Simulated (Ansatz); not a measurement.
```
Mg Si
1.0
     6.33790    0.00000    0.00000
     0.00000    6.33790    0.00000
     0.00000    0.00000    6.33790
Mg Si
8 4
Direct
  0.25000 0.25000 0.25000
  0.75000 0.75000 0.25000
  0.75000 0.25000 0.75000
  0.25000 0.75000 0.75000
  0.75000 0.25000 0.25000
  0.25000 0.75000 0.25000
  0.25000 0.25000 0.75000
  0.75000 0.75000 0.75000
  0.00000 0.00000 0.00000
  0.50000 0.50000 0.00000
  0.50000 0.00000 0.50000
  0.00000 0.50000 0.50000
```

Space group Fm-3m.

Level of theory: DFT r2SCAN, scalar-relativistic, plane waves, PAW in Ansatz 0.2.0.

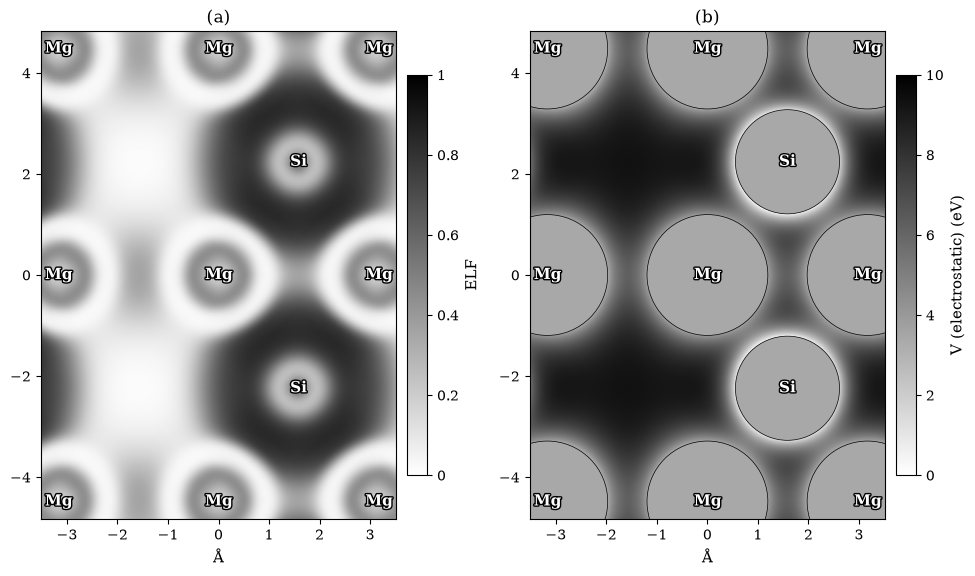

Mg$_{2}$Si. (a) ELF; (b) electrostatic potential energy of an electron on the (101) plane of the conventional cell. Grey discs cover the atomic cores in the potential map.

Core electrons are frozen (PAW), and the valence fields are smoothed inside the atomic spheres.

> Describe what can be read from this map.

- The section cuts through Mg and Si sites.
- Mg–Si (2.74 Å): the ELF peaks at about 0.85 in the valence shell of Si, 1.1 Å from its nucleus, and is about 0.80 at the midpoint.
- Outside the cores the potential energy rises away from the atoms and is highest about 2.7 Å from the nearest atoms; its zero is arbitrary.
